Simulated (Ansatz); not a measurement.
# MoS2: geometry relaxation (part 3 of 3)

MoS2 (3 atoms in the cell); DFT PBE, scalar-relativistic, plane waves, PAW, no spin polarisation (Ansatz 0.2.0); cutoff 420 eV, 12×12×12 k-mesh, Gaussian smearing of 0.02 eV. The structure derives from a Materials Project entry.

Geometry of the input (Å; fractional positions):
```
1.5922  0.9192  6.4821
-1.5922  0.9192  6.4821
0.0000  -1.8385  6.4821
Mo 0.9998  0.9998  0.9998
S  0.4129  0.4129  0.4129
S  0.2533  0.2533  0.2533
```

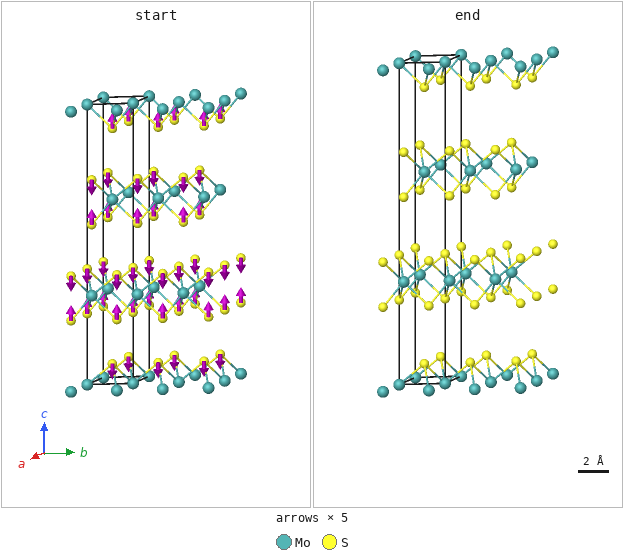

**Figure 1.** Before (left) and after (right) the relaxation, at one scale (ball-and-stick view of the cell 3 times as large as that of the calculation, set on its symmetry axes, repeated 2 × 3 × 1, seen slightly off an axis). The pink arrows give the displacements (without the part carried along by the change of the cell), magnified 5 times. Over 10 geometry steps the energy falls by 17.2 meV per cell of the calculation. Largest force component: 0.16 eV/Å at the start, 0.0007 eV/Å at the end. Pressure: 1.36 GPa at the start and 0.00 GPa at the end. 1 further SCF at an unchanged geometry re-selected the plane-wave basis for the new cell. The largest moves relative to the cell, 0.22 Å, are those of S2 and S3. Mo stays in place. The drawn cell changes as follows: a = b 3.184 → 3.185 Å (0.0 %), c 19.446 → 22.315 Å (+14.8 %); the volume changes by +14.8 %. Among the contacts that change: Mo1–S2 2.406 → 2.413 Å. The space group stays R3m (No. 160). The energy change given includes the shifts at the re-selections in mid-walk, which come without any move. A last SCF at the same geometry on a re-selected plane-wave basis shifts the energy by −0.3 meV per cell of the calculation. (Atoms are counted from 1 in the order of the input.)

```
basis re-selected at this cell: Δ(F+E_penalty+E_count) = -2.600e-4 eV, ΔP = -0.004 GPa vs the last step (what re-selecting the basis moved, of the pressure what is left beyond the Pulay correction that the steps carried, after the strain that the cell walked since its last selection, with what the two solves' SCF thresholds leave and, on support functions, any second-order correction that the steps lacked; it is no measure of the basis error at this ecutwfc). The dense FFT grid was sized anew with the basis: this SCF ran on 24×54×24 points, the steps before it on 24×50×24, so part of this shift can come from that change (see relax.cell in the input reference). This SCF's stress stands 6.85e-3 GPa from its target on what of the cell is left free (relax.cell.stress_tol is 5.00e-2 GPa) and its largest allowed force component is 7.04e-4 eV/Å (relax.f_tol is 5.00e-3 eV/Å): within both
SCF converged after 7 iterations
Free energy (F): -6762.820493 eV
Harris-Foulkes:  -6762.820493 eV  (|F-HF|=1.73e-11)
Internal energy: -6762.820493 eV  (E = F + TS)
E sigma→0 (E₀):  -6762.820493 eV
Fermi energy:    8.249104 eV
--- Per-component energies (eV) ---
  E_band       = -231.249915
  E_kinetic    = 654.894090
  E_local      = -2938.560843  (includes V_loc(G=0)·N_el)
  E_nonlocal   = 199.064645
  E_hartree    = 1205.489010
  E_xc         = -378.046433
  E_vxc        = -404.358051  (∫ρ·V_xc dr)
  E_paw        = -4401.470413  (= ΣΔE_a)
  E_vpaw       = -153.267773  (= ΣTr[D̂ρ^β])
  E_aug_tail   = 0.000043  (compensation charges beyond the density's cutoff)
  E_ewald      = -1104.190592
  E_smearing   = -0.000000  (= −TS)
  E_closure    = 0.000000  (closes the sum)
  Σ components = -6762.820493   (vs F -6762.820493, Δ=0.00e0)
--- Forces (eV/Å), atoms counted from 1 ---
  atom   1  Mo     0.00000000    -0.00000000     0.00002401
  atom   2  S      0.00000000     0.00000000     0.00067849
  atom   3  S      0.00000000    -0.00000000    -0.00070472
  max |Σ_I F_I| component: 2.23e-6 eV/Å
--- Stress (GPa, compression-positive) ---
       -0.006847      -0.000000      -0.000000
       -0.000000      -0.006847       0.000000
       -0.000000       0.000000       0.006240
  P = ⅓ Tr σ = -0.0025 GPa (-0.025 kbar)
--- Band table (eV; the first three rows and the last of 189) ---
  k-point 0: bands = ["-53.5526", "-27.6872", "-27.4829", "-27.4829", "-6.7644", "-5.4336", "1.6484", "4.7127", "4.7127", "5.8153", "5.8153", "5.8465", "7.1407", "10.0712", "10.0712", "10.3260", "10.3260"]
  k-point 1: bands = ["-53.5501", "-27.6823", "-27.5082", "-27.4887", "-6.6623", "-5.3926", "1.7664", "4.4852", "4.8193", "5.1847", "5.6529", "6.3020", "7.1189", "9.9565", "10.0070", "10.2114", "10.2494"]
  k-point 2: bands = ["-53.5434", "-27.6688", "-27.5768", "-27.5044", "-6.3719", "-5.2761", "2.0658", "3.9613", "4.4947", "5.1168", "5.2701", "6.3806", "6.9592", "9.5031", "9.9446", "9.9564", "10.6570"]
  k-point 188: bands = ["-53.5526", "-27.6872", "-27.4829", "-27.4829", "-6.7459", "-5.4676", "1.8082", "4.7120", "4.7120", "5.2855", "5.8166", "5.8166", "7.5237", "10.0768", "10.0768", "10.3181", "10.3181"]
--- Relaxed structure (11 steps of the walk, 11 accepted, 2 SCFs on fresh bases) ---
  F+E_penalty+E_count = -6762.82049333 eV   max|allowed force component| = 7.040e-4 eV/Å   (the final SCF, on the basis selected at the relaxed cell)
  cell:  # Å, volume = 65.3542 Å³
    - [1.5925883270832024, 0.9194812993497428, 7.438331691783335]
    - [-1.592588327083202, 0.9194812993497428, 7.438331691783335]
    - [1.5826800186459958e-16, -1.8389625986994855, 7.438331691783335]
  atoms:
    - { symbol: Mo, position: [0.9997777585520651, 0.9997777585520652, 0.9997777585520651] }
    - { symbol: S, position: [0.40313308922292007, 0.40313308922292007, 0.40313308922292007] }
    - { symbol: S, position: [0.26309015222501486, 0.2630901522250148, 0.26309015222501486] }
```

**Trajectory as extended XYZ (Å, eV, eV/Å), 13 frames, from step=1 to step=13**
```
3
Lattice="1.5922 0.9192 6.4821 -1.5922 0.9192 6.4821 0.0000 -1.8385 6.4821" Properties=species:S:1:pos:R:3:forces:R:3 step=1 energy=-6762.80308 pressure_GPa=1.36
Mo    0.0000    0.0000   19.4419    0.0000   0.0000  -0.0018
S     0.0000    0.0000    8.0300    0.0000   0.0000   0.1594
S     0.0000    0.0000    4.9257    0.0000   0.0000  -0.1576
3
Lattice="1.5935 0.9200 6.6291 -1.5935 0.9200 6.6291 0.0000 -1.8401 6.6291" Properties=species:S:1:pos:R:3:forces:R:3 step=2 energy=-6762.81083 pressure_GPa=0.07
Mo    0.0000    0.0000   19.8827    0.0000   0.0000   0.0016
S     0.0000    0.0000    8.1872    0.0000   0.0000  -0.0405
S     0.0000    0.0000    5.0622    0.0000   0.0000   0.0388
3
Lattice="1.5968 0.9219 6.8282 -1.5968 0.9219 6.8282 0.0000 -1.8438 6.8282" Properties=species:S:1:pos:R:3:forces:R:3 step=3 energy=-6762.81542 pressure_GPa=-0.19
Mo    0.0000    0.0000   20.4800    0.0000   0.0000   0.0016
S     0.0000    0.0000    8.3822    0.0000   0.0000   0.0093
S     0.0000    0.0000    5.2652    0.0000   0.0000  -0.0109
3
Lattice="1.5897 0.9178 7.1028 -1.5897 0.9178 7.1028 0.0000 -1.8356 7.1028" Properties=species:S:1:pos:R:3:forces:R:3 step=4 energy=-6762.81804 pressure_GPa=0.46
Mo    0.0000    0.0000   21.3037    0.0000   0.0000  -0.0012
S     0.0000    0.0000    8.6606    0.0000   0.0000   0.0316
S     0.0000    0.0000    5.5355    0.0000   0.0000  -0.0305
3
Lattice="1.5922 0.9193 7.1271 -1.5922 0.9193 7.1271 0.0000 -1.8386 7.1271" Properties=species:S:1:pos:R:3:forces:R:3 step=5 energy=-6762.81840 pressure_GPa=0.19
Mo    0.0000    0.0000   21.3765    0.0000   0.0000  -0.0006
S     0.0000    0.0000    8.6833    0.0000   0.0000   0.0294
S     0.0000    0.0000    5.5613    0.0000   0.0000  -0.0289
3
Lattice="1.5927 0.9196 7.1635 -1.5927 0.9196 7.1635 0.0000 -1.8391 7.1635" Properties=species:S:1:pos:R:3:forces:R:3 step=6 energy=-6762.81844 pressure_GPa=-0.09
Mo    0.0000    0.0000   21.4856    0.0000   0.0000   0.0009
S     0.0000    0.0000    8.7221    0.0000   0.0000  -0.0205
S     0.0000    0.0000    5.5953    0.0000   0.0000   0.0198
3
Lattice="1.5927 0.9195 7.1639 -1.5927 0.9195 7.1639 0.0000 -1.8391 7.1639" Properties=species:S:1:pos:R:3:forces:R:3 step=7 energy=-6762.81846 pressure_GPa=0.01
Mo    0.0000    0.0000   21.4869    0.0000   0.0000  -0.0002
S     0.0000    0.0000    8.7213    0.0000   0.0000   0.0017
S     0.0000    0.0000    5.5969    0.0000   0.0000  -0.0015
3
Lattice="1.5927 0.9195 7.1639 -1.5927 0.9195 7.1639 0.0000 -1.8391 7.1639" Properties=species:S:1:pos:R:3:forces:R:3 step=8 energy=-6762.81990 pressure_GPa=0.04
Mo    0.0000    0.0000   21.4869    0.0000   0.0000  -0.0002
S     0.0000    0.0000    8.7213    0.0000   0.0000   0.0017
S     0.0000    0.0000    5.5969    0.0000   0.0000  -0.0015
3
Lattice="1.5928 0.9196 7.2753 -1.5928 0.9196 7.2753 0.0000 -1.8392 7.2753" Properties=species:S:1:pos:R:3:forces:R:3 step=9 energy=-6762.82020 pressure_GPa=0.04
Mo    0.0000    0.0000   21.8211    0.0000   0.0000   0.0001
S     0.0000    0.0000    8.8323    0.0000   0.0000   0.0096
S     0.0000    0.0000    5.7087    0.0000   0.0000  -0.0097
3
Lattice="1.5926 0.9195 7.3889 -1.5926 0.9195 7.3889 0.0000 -1.8390 7.3889" Properties=species:S:1:pos:R:3:forces:R:3 step=10 energy=-6762.82026 pressure_GPa=0.06
Mo    0.0000    0.0000   22.1618    0.0000   0.0000   0.0000
S     0.0000    0.0000    8.9458    0.0000   0.0000   0.0135
S     0.0000    0.0000    5.8222    0.0000   0.0000  -0.0135
3
Lattice="1.5926 0.9195 7.4008 -1.5926 0.9195 7.4008 0.0000 -1.8390 7.4008" Properties=species:S:1:pos:R:3:forces:R:3 step=11 energy=-6762.82026 pressure_GPa=0.00
Mo    0.0000    0.0000   22.1975    0.0000   0.0000  -0.0001
S     0.0000    0.0000    8.9584    0.0000   0.0000  -0.0002
S     0.0000    0.0000    5.8333    0.0000   0.0000   0.0002
3
Lattice="1.5926 0.9195 7.4383 -1.5926 0.9195 7.4383 0.0000 -1.8390 7.4383" Properties=species:S:1:pos:R:3:forces:R:3 step=12 energy=-6762.82023 pressure_GPa=0.00
Mo    0.0000    0.0000   22.3100    0.0000   0.0000   0.0000
S     0.0000    0.0000    8.9959    0.0000   0.0000   0.0007
S     0.0000    0.0000    5.8709    0.0000   0.0000  -0.0008
3
Lattice="1.5926 0.9195 7.4383 -1.5926 0.9195 7.4383 0.0000 -1.8390 7.4383" Properties=species:S:1:pos:R:3:forces:R:3 step=13 energy=-6762.82049 pressure_GPa=-0.00
Mo    0.0000    0.0000   22.3100    0.0000   0.0000   0.0000
S     0.0000    0.0000    8.9959    0.0000   0.0000   0.0007
S     0.0000    0.0000    5.8709    0.0000   0.0000  -0.0007
```

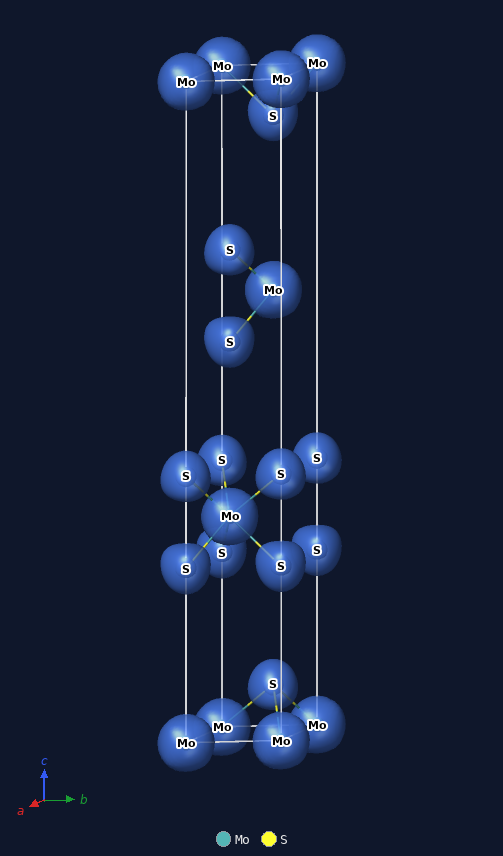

**Figure 2.** Isosurface of the valence pseudo-density at 0.8 e/Å³ (blue), seen slightly off an axis. Sticks mark near contacts. The outline is the cell set on symmetry axes. At this value the density breaks into separate islands; it holds about 55 % of the electrons treated as valence (semicore included). It is pinched off along the Mo–S (2.41 Å) contacts. On the grid the lowest density along these lines, outside the cores, is 0.6 e/Å³ (Mo–S, 2.41 Å). Core electrons are frozen (PAW), so the fields are smoothed inside the atomic spheres.

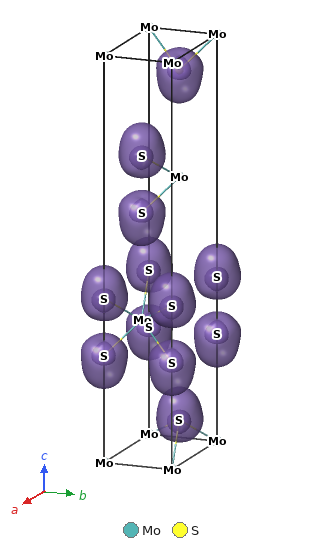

**Figure 3.** Isosurface of the electron localisation function at 0.7 (purple), seen at an oblique angle. Core shells and regions of very low density are left out. Sticks mark near contacts. The outline is the cell set on symmetry axes. Values along the shortest contacts: Mo–S (2.41 Å): the ELF is about 0.45 at the midpoint.

**Results in brief**

| quantity | value |
| --- | --- |
| outcome | converged |
| space group (tolerance 0.01 Å) | R3m (160) |
| electrons treated | 26 |
| free energy | −6762.8205 eV |
| Fermi energy | 8.249 eV |
| gap on the k-point mesh | 1.45 eV |
| pressure | 0.00 GPa |
| final volume | 65.35 Å³ |
| largest force (length of the vector) at the end | 0.001 eV/Å |
| final cell | a = 7.662 Å, b = 7.662 Å, c = 7.662 Å, α = 23.99°, β = 23.99°, γ = 23.99° |
| wall time | 5.3 min |
| peak memory | 0.51 GiB |
